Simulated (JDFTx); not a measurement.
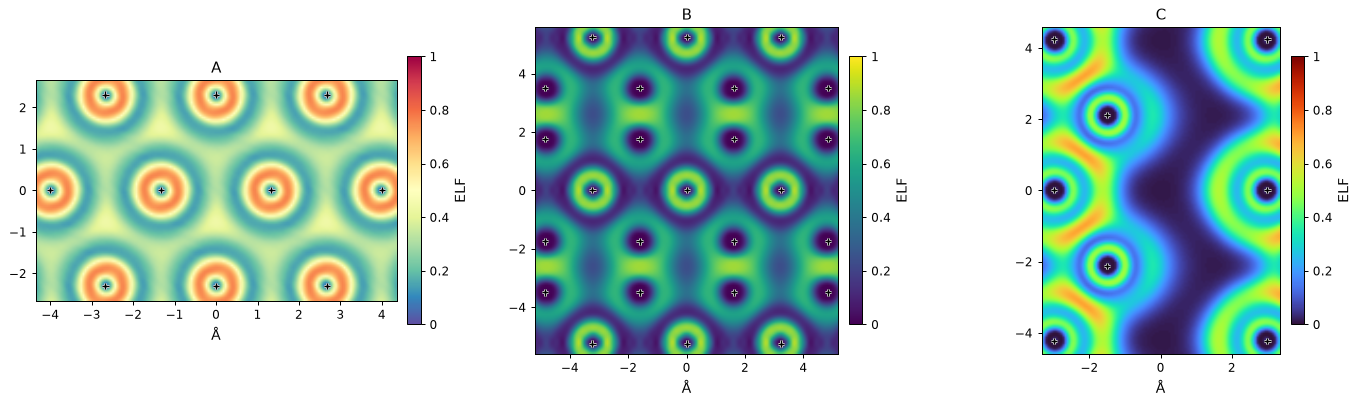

The ELF of 3 systems, each on a plane through atoms (crosses mark nuclei in the plane).

Level of theory: Kohn-Sham DFT of a periodic cell, PBEsol, PseudoDojo-SR-PBEsol-0.4.1-standard in JDFTx 1.7.0 (patched build).

System 1: TiB2, the (110) plane of the conventional cell. Space group P6/mmm; computed pressure about −5 GPa in this cell.

```
Ti B
1.0
     3.02920    0.00000    0.00000
    -1.51460    2.62336    0.00000
     0.00000    0.00000    3.22840
Ti B
1 2
Direct
  0.00000 0.00000 0.00000
  0.66667 0.33333 0.50000
  0.33333 0.66667 0.50000
```

System 2: Zn, the (001) plane of the conventional cell. Space group P-1; changed on purpose from its base cell (atoms moved at random by about 0.05 A); computed pressure about −6 GPa in this cell.

```xyz
2
Lattice="2.6700 0.0000 0.0000 -1.3350 2.3123 0.0000 0.0000 0.0000 4.9660" Properties=species:S:1:pos:R:3 pbc="T T T"
Zn   -0.6368    1.8956    3.7192
Zn    1.9718    0.4167    1.2468
```

System 3: GaSb, the (101) plane of the conventional cell. Space group F-43m; computed pressure about 3 GPa in this cell.

```
Sb Ga
1.0
     5.99311    0.00000    0.00000
     0.00000    0.00000   -5.99311
     0.00000    5.99311    0.00000
Sb Ga
4 4
Cartesian
  4.4948 1.4983 -4.4948
  1.4983 4.4948 -4.4948
  1.4983 1.4983 -1.4983
  4.4948 4.4948 -1.4983
  2.9966 0.0000 -2.9966
  0.0000 2.9966 -2.9966
  0.0000 0.0000 0.0000
  2.9966 2.9966 0.0000
```

Q: Match each panel to its system.

A: Panel A is system 2, Zn: the plane holds Zn. Zn–Zn (2.67 Å): the ELF is about 0.30 at the midpoint. Panel B is system 1, TiB2: the plane holds Ti and B. B–B (1.75 Å): the ELF peaks at about 0.85 between the atoms. Panel C is system 3, GaSb: the plane holds Sb and Ga. Ga–Sb (2.60 Å): the ELF peaks at about 0.70 between the atoms.
